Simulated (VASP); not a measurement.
Geometry relaxation of ZnS (part 1 of 3)

The run: geometry relaxation of ZnS (P6₃mc, 4 atoms in the cell). Method and program: Kohn-Sham DFT of a periodic cell, BLYP with D3(BJ), VASP PAW PBE potentials, recommended, no spin polarisation (VASP 6.6.1).

The structure derives from an entry of the Crystallography Open Database.

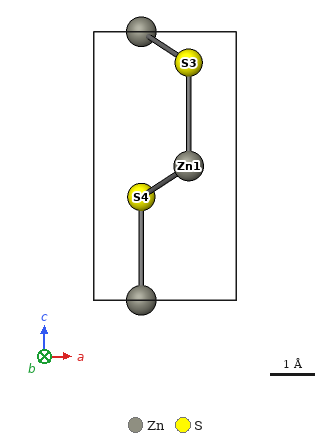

*The structure as given in the input (ball-and-stick view of the cell of the calculation, along the b axis; atoms are numbered from 1 in the order of the input).*

INCAR:
```
SYSTEM = ZnS
PREC = Accurate
ENCUT = 600
EDIFF = 1E-6
ISMEAR = -1
SIGMA = 0.05
LREAL = .False.
LASPH = .True.
NELM = 80
ALGO = Normal
ISIF = 3
LWAVE = .False.
LCHARG = .False.
GGA = B5
ALDAX = 1.0
AGGAX = 1.0
AGGAC = 1.0
ALDAC = 0.0
IVDW = 12
VDW_S6 = 1.0
VDW_S8 = 2.6996
VDW_A1 = 0.4298
VDW_A2 = 4.2359
IBRION = 2
NSW = 40
EDIFFG = -0.02
```

KPOINTS:
```
Automatic mesh
0
Gamma
  8 8 5
  0 0 0
```

POSCAR:
```
ZnS
1.0
    3.8110000000      0.0000000000      0.0000000000
   -1.9055000000      3.3004228138      0.0000000000
    0.0000000000      0.0000000000      6.2340000000
Zn S
2 2
Direct
    0.6666666667      0.3333333333      0.5000000000
    0.3333333333      0.6666666667      0.0000000000
    0.6666666667      0.3333333333      0.8850000000
    0.3333333333      0.6666666667      0.3850000000
```

Run as:
```bash
cat potpaw_PBE.64/Zn/POTCAR potpaw_PBE.64/S/POTCAR > POTCAR
mpirun -np 1 vasp_std > vasp.out
```

OSZICAR:
```
N       E                     dE             d eps       ncg     rms          rms(c)
DAV:   1     0.255986028937E+03    0.25599E+03   -0.19165E+04  1320   0.219E+03
DAV:   2     0.127925613319E+02   -0.24319E+03   -0.23653E+03  1350   0.404E+02
DAV:   3    -0.119254985359E+02   -0.24718E+02   -0.24548E+02  1566   0.128E+02
DAV:   4    -0.125341669207E+02   -0.60867E+00   -0.60795E+00  1584   0.205E+01
DAV:   5    -0.125450762347E+02   -0.10909E-01   -0.10908E-01  1608   0.269E+00    0.933E+00
DAV:   6    -0.114704367768E+02    0.10746E+01   -0.25548E+00  2110   0.474E+01    0.757E+00
DAV:   7    -0.115182713618E+02   -0.47835E-01   -0.22649E+00  1398   0.865E+00    0.401E+00
DAV:   8    -0.115025568124E+02    0.15715E-01   -0.15045E-01  1874   0.524E+00    0.140E+00
DAV:   9    -0.115021806372E+02    0.37618E-03   -0.19359E-02  1866   0.278E+00    0.264E-01
DAV:  10    -0.115022993618E+02   -0.11872E-03   -0.24209E-03  1524   0.363E-01    0.114E-01
DAV:  11    -0.115023622938E+02   -0.62932E-04   -0.55780E-05  1642   0.739E-02    0.438E-02
DAV:  12    -0.115023890591E+02   -0.26765E-04   -0.35226E-05  1482   0.637E-02    0.809E-03
DAV:  13    -0.115023887390E+02    0.32018E-06   -0.16011E-06  1134   0.240E-02
   1 F= -.14185098E+02 E0= -.14185098E+02  d E =-.141851E+02
       N       E                     dE             d eps       ncg     rms          rms(c)
DAV:   1    -0.115364649067E+02   -0.34076E-01   -0.46043E+00  1374   0.158E+01    0.148E+00
DAV:   2    -0.115362813198E+02    0.18359E-03   -0.18075E-01  1554   0.519E+00    0.658E-01
DAV:   3    -0.115295664628E+02    0.67149E-02   -0.74308E-03  1654   0.947E-01    0.395E-01
DAV:   4    -0.115266895242E+02    0.28769E-02   -0.66353E-03  1538   0.878E-01    0.789E-02
DAV:   5    -0.115268458613E+02   -0.15634E-03   -0.25052E-03  1458   0.552E-01    0.945E-02
DAV:   6    -0.115268553542E+02   -0.94929E-05   -0.10384E-04  1604   0.171E-01    0.567E-02
DAV:   7    -0.115268477051E+02    0.76491E-05   -0.18444E-05  1722   0.642E-02    0.191E-02
DAV:   8    -0.115268459096E+02    0.17955E-05   -0.25950E-05  1604   0.415E-02    0.172E-02
DAV:   9    -0.115268458183E+02    0.91341E-07   -0.56698E-06  1380   0.247E-02
   2 F= -.14202500E+02 E0= -.14202500E+02  d E =-.174016E-01
       N       E                     dE             d eps       ncg     rms          rms(c)
DAV:   1    -0.115278225748E+02   -0.97667E-03   -0.48202E-02  1374   0.160E+00    0.146E-01
DAV:   2    -0.115278289412E+02   -0.63664E-05   -0.19309E-03  1536   0.529E-01    0.657E-02
DAV:   3    -0.115277569648E+02    0.71976E-04   -0.77758E-05  1728   0.987E-02    0.390E-02
DAV:   4    -0.115277280963E+02    0.28868E-04   -0.67582E-05  1548   0.885E-02    0.793E-03
DAV:   5    -0.115277296243E+02   -0.15280E-05   -0.25450E-05  1458   0.568E-02    0.983E-03
DAV:   6    -0.115277296294E+02   -0.50222E-08   -0.97146E-07   762   0.161E-02
   3 F= -.14202672E+02 E0= -.14202672E+02  d E =-.175737E-01
       N       E                     dE             d eps       ncg     rms          rms(c)
DAV:   1    -0.115315493336E+02   -0.38197E-02   -0.78543E-01  1350   0.768E+00    0.739E-01
DAV:   2    -0.115241515800E+02    0.73978E-02   -0.43328E-02  1742   0.368E+00    0.368E-01
DAV:   3    -0.115218795369E+02    0.22720E-02   -0.35619E-03  1526   0.635E-01    0.166E-01
DAV:   4    -0.115213625136E+02    0.51702E-03   -0.10057E-03  1566   0.322E-01    0.557E-02
DAV:   5    -0.115213726369E+02   -0.10123E-04   -0.28467E-04  1520   0.268E-01    0.213E-02
DAV:   6    -0.115213747999E+02   -0.21630E-05   -0.70560E-05  1556   0.144E-01    0.934E-03
DAV:   7    -0.115213744937E+02    0.30619E-06   -0.48704E-06  1356   0.327E-02
   4 F= -.14207097E+02 E0= -.14207097E+02  d E =-.442505E-02
       N       E                     dE             d eps       ncg     rms          rms(c)
DAV:   1    -0.115273372151E+02   -0.59624E-02   -0.13628E+00  1356   0.101E+01    0.980E-01
DAV:   2    -0.115143275458E+02    0.13010E-01   -0.76095E-02  1718   0.491E+00    0.485E-01
DAV:   3    -0.115104195208E+02    0.39080E-02   -0.64221E-03  1526   0.846E-01    0.220E-01
DAV:   4    -0.115095167309E+02    0.90279E-03   -0.17366E-03  1548   0.426E-01    0.751E-02
DAV:   5    -0.115095319812E+02   -0.15250E-04   -0.49271E-04  1528   0.359E-01    0.289E-02
DAV:   6    -0.115095358146E+02   -0.38334E-05   -0.12796E-04  1544   0.196E-01    0.125E-02
DAV:   7    -0.115095354038E+02    0.41077E-06   -0.90504E-06  1434   0.471E-02
   5 F= -.14209655E+02 E0= -.14209655E+02  d E =-.698255E-02
       N       E                     dE             d eps       ncg     rms          rms(c)
DAV:   1    -0.115079409372E+02    0.15949E-02   -0.25444E-02  1368   0.142E+00    0.134E-01
DAV:   2    -0.115076958866E+02    0.24505E-03   -0.14400E-03  1788   0.675E-01    0.663E-02
DAV:   3    -0.115076236644E+02    0.72222E-04   -0.11044E-04  1532   0.112E-01    0.303E-02
DAV:   4    -0.115076072120E+02    0.16452E-04   -0.32579E-05  1560   0.583E-02    0.101E-02
DAV:   5    -0.115076076130E+02   -0.40096E-06   -0.93882E-06  1400   0.492E-02
   6 F= -.14209708E+02 E0= -.14209708E+02  d E =-.703572E-02
       N       E                     dE             d eps       ncg     rms          rms(c)
DAV:   1    -0.115737911440E+02   -0.66184E-01   -0.74796E-01  1508   0.136E+01    0.149E+00
DAV:   2    -0.115427265385E+02    0.31065E-01   -0.15856E-01  1512   0.839E+00    0.613E-01
DAV:   3    -0.115374463587E+02    0.52802E-02   -0.97732E-03  1592   0.827E-01    0.303E-01
DAV:   4    -0.115358997094E+02    0.15466E-02   -0.15482E-03  1518   0.377E-01    0.132E-01
DAV:   5    -0.115357891000E+02    0.11061E-03   -0.44449E-04  1706   0.237E-01    0.286E-02
DAV:   6    -0.115357941690E+02   -0.50690E-05   -0.98005E-05  1398   0.991E-02    0.160E-02
DAV:   7    -0.115357943610E+02   -0.19198E-06   -0.49084E-06  1446   0.450E-02
   7 F= -.14209930E+02 E0= -.14209930E+02  d E =-.221997E-03
       N       E                     dE             d eps       ncg     rms          rms(c)
DAV:   1    -0.115315842173E+02    0.42100E-02   -0.16277E-01  1524   0.624E+00    0.702E-01
DAV:   2    -0.115247036757E+02    0.68805E-02   -0.35646E-02  1506   0.420E+00    0.287E-01
DAV:   3    -0.115235707110E+02    0.11330E-02   -0.21460E-03  1588   0.414E-01    0.140E-01
DAV:   4    -0.115232487534E+02    0.32196E-03   -0.35090E-04  1530   0.174E-01    0.671E-02
DAV:   5    -0.115232232554E+02    0.25498E-04   -0.90606E-05  1804   0.125E-01    0.133E-02
DAV:   6    -0.115232250746E+02   -0.18192E-05   -0.32546E-05  1446   0.682E-02    0.803E-03
DAV:   7    -0.115232245538E+02    0.52082E-06   -0.34260E-06  1182   0.395E-02
   8 F= -.14210449E+02 E0= -.14210449E+02  d E =-.741499E-03
```

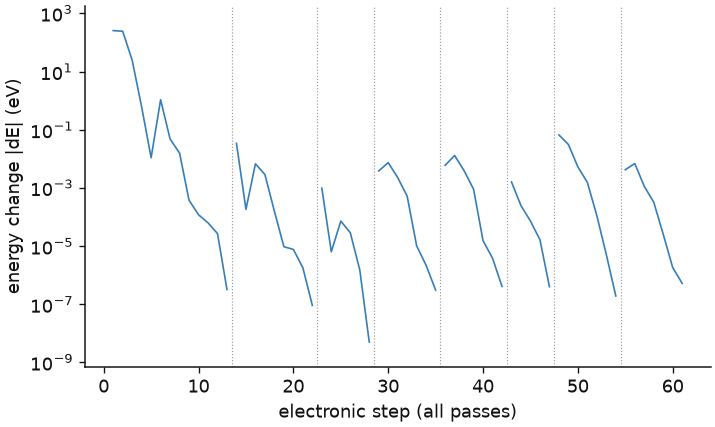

*Convergence of the self-consistent field: energy change |dE| against the electronic step. Each stretch between dotted lines is the SCF of one geometry step of a relaxation.*

The 8 ionic steps take 5 to 13 electronic steps each. The density is held fixed in the first few steps, and dE rises again when its update begins.

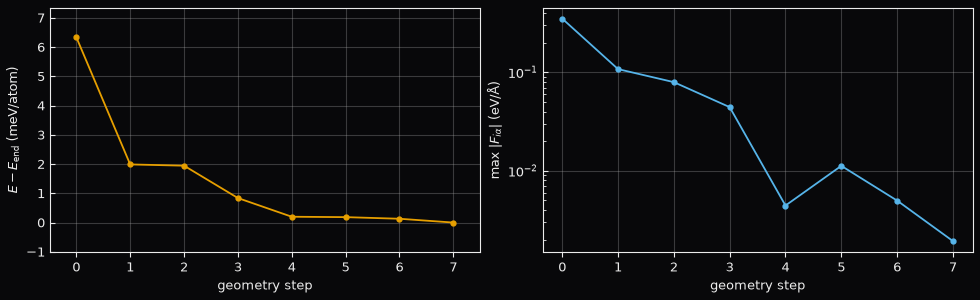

*Progress of the relaxation, step by step (steps are counted from 0).*

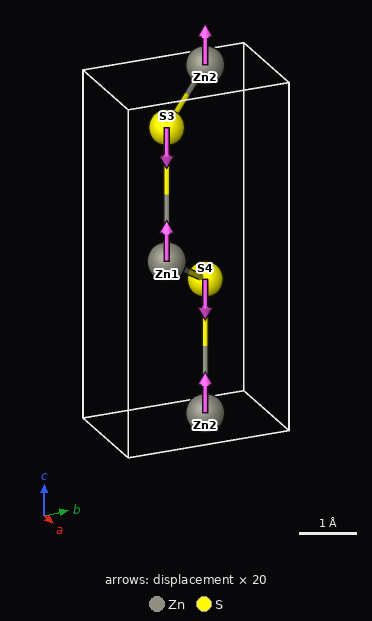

*The starting structure with the displacements (without the part carried along by the change of the cell) as pink arrows, magnified 20 times (ball-and-stick view of the cell of the calculation, seen slightly off an axis).*

After 7 geometry steps the energy has fallen by 6.3 meV per atom. The largest force component goes from 0.35 to 0.0019 eV/Å. The largest moves relative to the cell, 0.038 Å, are those of Zn1, Zn2, S3 and S4. Largest moves by element: S 0.038 Å, Zn 0.038 Å. Cell: a = b 3.811 → 3.801 Å (−0.3 %), c 6.234 → 6.262 Å (+0.4 %). Volume −0.1 %. Among the contacts that change: Zn1–S3 2.400 → 2.335 Å, Zn1–S4 2.314 → 2.334 Å. The space group stays P6_3mc (No. 186). (Atoms are counted from 1 in the order of the input.)

Parts of OUTCAR:
```
SYSTEM = ZnS
   PREC = Accurate
   ENCUT = 600
   EDIFF = 1E-6
   ISMEAR = -1
   LREAL = .False.
   LASPH = .True.
   NELM = 80
   ISIF = 3
   GGA = B5
   IVDW = 12
   VDW_S6 = 1.0
   VDW_S8 = 2.6996
   VDW_A1 = 0.4298
   VDW_A2 = 4.2359
   IBRION = 2
   NSW = 40
   EDIFFG = -0.02
     VDW_S6 = 1
     VDW_S8 = 2.7
     VDW_A1 = 0.43
     VDW_A2 = 4.236
 IVDW          = 12
 VDW_S6        =  1.00000000  s6, scaling of the dipole-dipole dispersion
 VDW_S8        =  2.69960000  s8, scaling of the dipole-quadrupole dispersion
 VDW_A1        =  0.42980000  a1, scaling of the critical radii
 VDW_A2        =  4.23590000  a2, offset of the critical radii
 VDW_RADIUS    = 50.20216178  two-body interaction cutoff (in Angstroms)
 VDW_CNRADIUS  = 21.16708996  CN, coordination number cutoff (in Angstroms)

 ion  position               nearest neighbor table
   1  0.667  0.333  0.500-   4 2.31   4 2.31   4 2.31   3 2.40
   2  0.333  0.667  0.000-   3 2.31   3 2.31   3 2.31   4 2.40
   3  0.667  0.333  0.885-   2 2.31   2 2.31   2 2.31   1 2.40
   4  0.333  0.667  0.385-   1 2.31   1 2.31   1 2.31   2 2.40

  LATTYP: Found a hexagonal cell.
 ALAT       =     3.8110000000
 C/A-ratio  =     1.6357911309

  Lattice vectors:

 A1 = (   3.8110000000,   0.0000000000,   0.0000000000)
 A2 = (  -1.9055000000,   3.3004228138,   0.0000000000)
 A3 = (   0.0000000000,   0.0000000000,   6.2340000000)

Analysis of symmetry for initial positions (statically):
=====================================================================
 Subroutine PRICEL returns:
 Original cell was already a primitive cell.

 Routine SETGRP: Setting up the symmetry group for a
 hexagonal supercell.

 Subroutine GETGRP returns: Found 12 space group operations
 (whereof  6 operations were pure point group operations)
 out of a pool of 24 trial point group operations.

The static configuration has the point symmetry C_3v.
 The point group associated with its full space group is C_6v.

Analysis of symmetry for dynamics (positions and initial velocities):
=====================================================================
 Subroutine PRICEL returns:
 Original cell was already a primitive cell.

 Routine SETGRP: Setting up the symmetry group for a
 hexagonal supercell.

 Subroutine GETGRP returns: Found 12 space group operations
 (whereof  6 operations were pure point group operations)
 out of a pool of 24 trial point group operations.

The dynamic configuration has the point symmetry C_3v.
 The point group associated with its full space group is C_6v.

 Subroutine INISYM returns: Found 12 space group operations
 (whereof  6 operations are pure point group operations),
 and found     1 'primitive' translations

----------------------------------------------------------------------------------------

                                     Primitive cell

  volume of cell :      78.4107

  direct lattice vectors                    reciprocal lattice vectors
     3.811000000  0.000000000  0.000000000     0.262398321  0.151495741  0.000000000
    -1.905500000  3.300422814  0.000000000     0.000000000  0.302991482  0.000000000
     0.000000000  0.000000000  6.234000000     0.000000000  0.000000000  0.160410651

  length of vectors
     3.811000000  3.811000000  6.234000000     0.302991482  0.302991482  0.160410651

  position of ions in fractional coordinates (direct lattice)
     0.666666667  0.333333333  0.500000000
     0.333333333  0.666666667  0.000000000
     0.666666667  0.333333333  0.885000000
     0.333333333  0.666666667  0.385000000

  ion indices of the primitive-cell ions
   primitive index   ion index
                 1           1
                 2           2
                 3           3
                 4           4

----------------------------------------------------------------------------------------

 KPOINTS: Automatic mesh

Automatic generation of k-mesh.
 Grid dimensions read from file:
 generate k-points for:    8    8    5

 Generating k-lattice:

  Cartesian coordinates                     Fractional coordinates (reciprocal lattice)
     0.032799790  0.018936968  0.000000000     0.125000000  0.000000000  0.000000000
     0.000000000  0.037873935  0.000000000     0.000000000  0.125000000  0.000000000
     0.000000000  0.000000000  0.032082130     0.000000000  0.000000000  0.200000000

  Length of vectors
     0.037873935  0.037873935  0.032082130

  Shift w.r.t. Gamma in fractional coordinates (k-lattice)
     0.000000000  0.000000000  0.000000000

 Subroutine IBZKPT returns following result:
 ===========================================

 Found     30 irreducible k-points:

 Following reciprocal coordinates:
            Coordinates               Weight
  0.000000  0.000000  0.000000      1.000000
  0.125000  0.000000  0.000000      6.000000
  0.250000  0.000000  0.000000      6.000000
  0.375000  0.000000  0.000000      6.000000
  0.500000  0.000000  0.000000      3.000000
  0.125000  0.125000  0.000000      6.000000
  0.250000  0.125000  0.000000     12.000000
  0.375000  0.125000  0.000000     12.000000
  0.250000  0.250000  0.000000      6.000000
  0.375000  0.250000  0.000000      6.000000
  0.000000  0.000000  0.200000      2.000000
  0.125000  0.000000  0.200000     12.000000
  0.250000  0.000000  0.200000     12.000000
  0.375000  0.000000  0.200000     12.000000
  0.500000  0.000000  0.200000      6.000000
  0.125000  0.125000  0.200000     12.000000
  0.250000  0.125000  0.200000     24.000000
  0.375000  0.125000  0.200000     24.000000
  0.250000  0.250000  0.200000     12.000000
  0.375000  0.250000  0.200000     12.000000
  0.000000  0.000000  0.400000      2.000000
  0.125000  0.000000  0.400000     12.000000
  0.250000  0.000000  0.400000     12.000000
  0.375000  0.000000  0.400000     12.000000
 [... further k-points ...]
```
